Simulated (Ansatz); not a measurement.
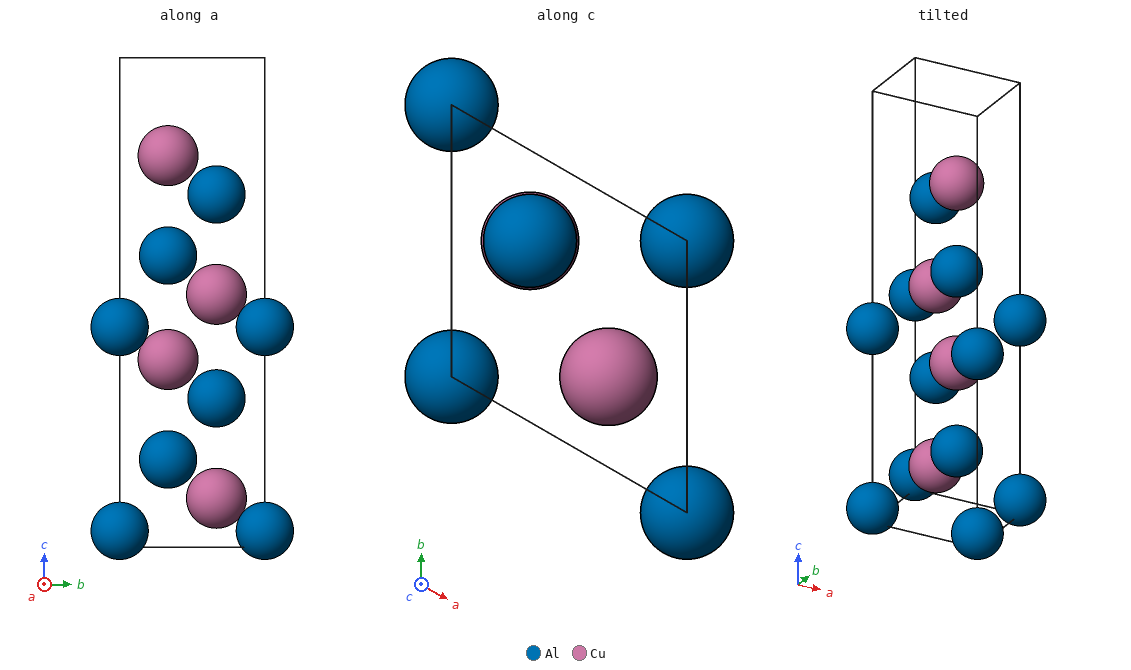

The figure gives a spheres-only picture of the atoms, viewed along the a axis, along the c axis and slightly off an axis. The frame is the conventional unit cell; atoms at its boundary are shown with their periodic copies.

- The solid is Al3Cu2.
- The structure has P3m1 (No. 156) symmetry and a primitive hexagonal lattice.
- One cell contains 6 Al, 4 Cu, 10 atoms in all.

Provenance: a structure listed in the Materials Project. The cell was then strained or its atoms displaced on purpose. It was run through Ansatz as a DFT input.

At this level of theory the cell isn't at rest (forces up to 1.0 eV/Å), so its distances can differ from those at equilibrium, the more so the softer the solid.
